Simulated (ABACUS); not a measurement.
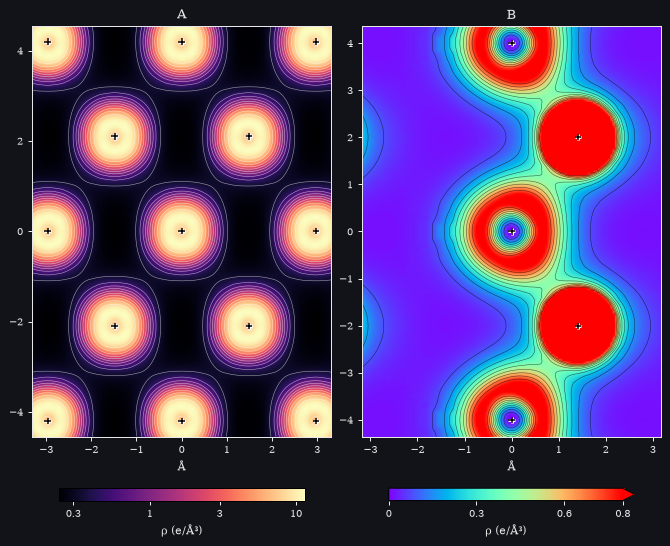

The valence electron density of 2 systems, each on a plane through atoms (crosses mark nuclei in the plane).

The calculation used Kohn-Sham DFT of a periodic cell, TM, SG15 ONCV 1.2 PBE (ABACUS 3.10.1).

System 1: ZnSe, the (101) plane of the conventional cell. Space group F-43m.

```
Se Zn
1.0
     5.66760    0.00000    0.00000
     0.00000    0.00000   -5.66760
     0.00000    5.66760    0.00000
Se Zn
4 4
Direct
  0.75000 0.75000 0.25000
  0.25000 0.75000 0.75000
  0.25000 0.25000 0.25000
  0.75000 0.25000 0.75000
  0.50000 0.50000 0.00000
  0.00000 0.50000 0.50000
  0.00000 0.00000 0.00000
  0.50000 0.00000 0.50000
```

System 2: Cr, the (101) plane of the conventional cell. Space group Im-3m; a structure from a database of computed crystals, not necessarily the ambient phase; computed pressure about −29 GPa in this cell; spin-polarised, but the moments vanished.

Q: Which map belongs to which system?

A: Panel A is system 2, Cr: the plane holds Cr. Cr–Cr (2.57 Å): the density is about 0.33 e/Å³ at the midpoint. Panel B is system 1, ZnSe: the plane holds Se and Zn. Zn–Se (2.45 Å): ρ is about 0.46 e/Å³ halfway.
